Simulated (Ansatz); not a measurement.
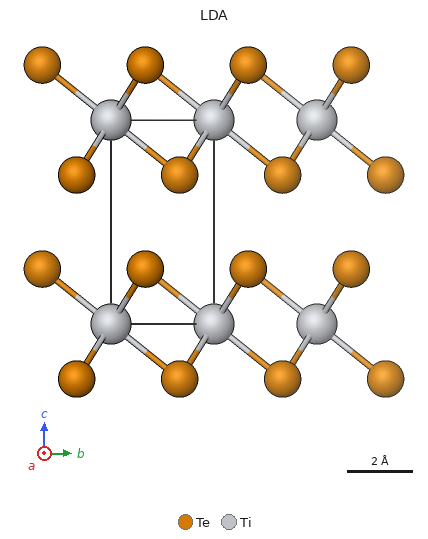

Solid TiTe₂ (set up in P-3m1), relaxed (cell and atoms) with several functionals. The picture shows the result with LDA. The picture is a ball-and-stick view of the cell of the calculation, repeated 1 × 2 × 1 with one cell outlined, seen along the a axis.

Computed with Ansatz 0.2.0: Ansatz PAW. (plane-wave cutoff 500 eV; k-point mesh 8 × 8 × 4; occupations fermi-dirac; smearing width 0.05 eV; no spin polarisation; cell and atoms relaxed; force threshold 0.01 eV/Å)

```
functional  volume (Å³/atom)  a (Å)  c (Å)
       LDA            24.595  3.676  6.306
       PBE            27.855  3.788  6.724
    PBEsol                 ?      ?      ?
    r2SCAN            28.366  3.818  6.740
```

Q: One row is withheld. What does the calculation give there?

A: With PBEsol the volume falls between LDA (24.595) and PBE (27.855). The calculation gives 25.399 Å³/atom (a = 3.706 Å, c = 6.407 Å). In order of volume: LDA < PBEsol < PBE < r2SCAN; the spread is 15.3 %.

Limits of the set-up: layers or molecules are held without a dispersion correction, so their spacing is unreliable.
